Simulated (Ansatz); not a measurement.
# GaAs₂: what the fields show

Input

```
crystal:
  lattice:
    - [3.696906234, 0.0, 0.0]
    - [-1.848453117, 3.201614714, 0.0]
    - [0.0, 0.0, 10.8433545405]
  atoms:
    - { symbol: Ga, position: [0.3333333333, 0.6666666667, 0.25] }
    - { symbol: Ga, position: [0.6666666667, 0.3333333333, 0.75] }
    - { symbol: As, position: [0.3333333333, 0.6666666667, 0.5709285201] }
    - { symbol: As, position: [0.6666666667, 0.3333333333, 0.0709285201] }
    - { symbol: As, position: [0.3333333333, 0.6666666667, 0.9290714799] }
    - { symbol: As, position: [0.6666666667, 0.3333333333, 0.4290714799] }
basis:
  ecutwfc: 420
kpoints:
  mp_grid: { grid: [12, 12, 4] }
hamiltonian:
  xc: pbe
scf:
  occupations: { method: gaussian, width: 0.1 }
output:
  forces: true
  stress: true
  eigenvalues: true
  write_density: true
  write_potential: true
  elf: true
  volumetric_format: npy
relax:
  adjacent_minimum: "off"
  f_tol: 0.01
  max_steps: 80
  cell: { stress_tol: 0.05 }
```

Command:

```sh
ansatz run input.yaml --threads 1 --pin off --max-ram 2560MiB --backend cpu --events-out ev --progress --plain --runs-dir out
```

Below, planes, directions and counts refer to the conventional cell (a = 3.65 Å, b = 3.65 Å, c = 11.38 Å, α = 90.00°, β = 90.00°, γ = 120.00°).

The fields are those of the relaxed geometry.

Space group P6₃/mmc; started from the 2H molybdenite_194 prototype, which need not be the ambient phase.

Level of theory: Ansatz, DFT PBE, scalar-relativistic, plane waves, PAW.

Core electrons are frozen (PAW), and the valence fields are smoothed inside the atomic spheres.

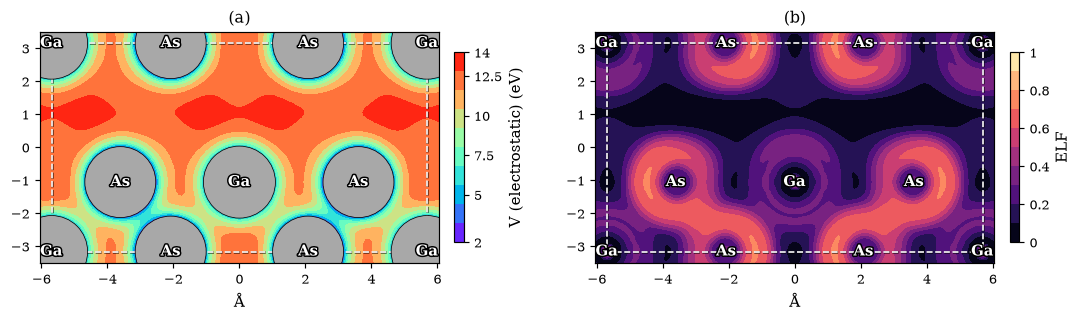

Figure 1. (a) electrostatic potential (local pseudopotential plus Hartree) felt by an electron; (b) electron localisation function on the (110) plane of the conventional cell. Grey discs cover the atomic cores in the potential map.

Question: Describe what can be read from this map.

Answer: Atoms in the plane: Ga and As. As–As (2.60 Å): the ELF peaks at about 0.70 between the atoms. Ga–As (2.96 Å): the ELF is about 0.40 at the midpoint. The features right at Ga lie inside the PAW spheres, where the map follows smoothed inner orbitals and isn't to be read closely. Outside the cores the potential energy rises away from the atoms and is highest about 2.3 Å from the nearest atoms; its zero is arbitrary.

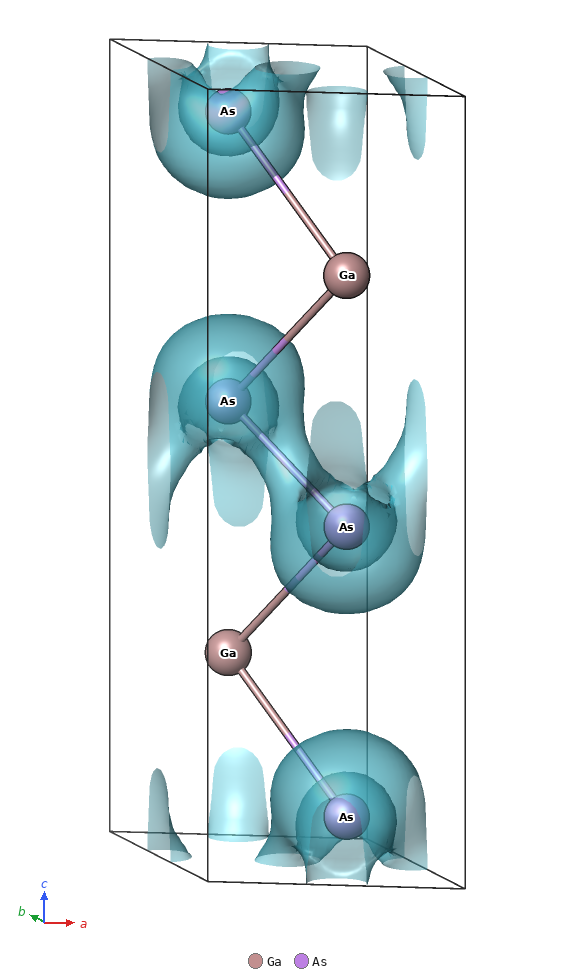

Figure 2. Isosurface of the ELF at 0.6 (cyan), seen slightly off an axis. Core shells and regions of very low density are left out. Sticks mark near contacts.

Question: What do the ELF domains correspond to?

Answer: At this value the surface marks out sheets that run through the cell in two directions, counted in one cell of 6 atoms. Regions shared between cells count once.

Question: Does the calculation give a band gap?

Answer: It is gapless in this calculation (a metal or semimetal).
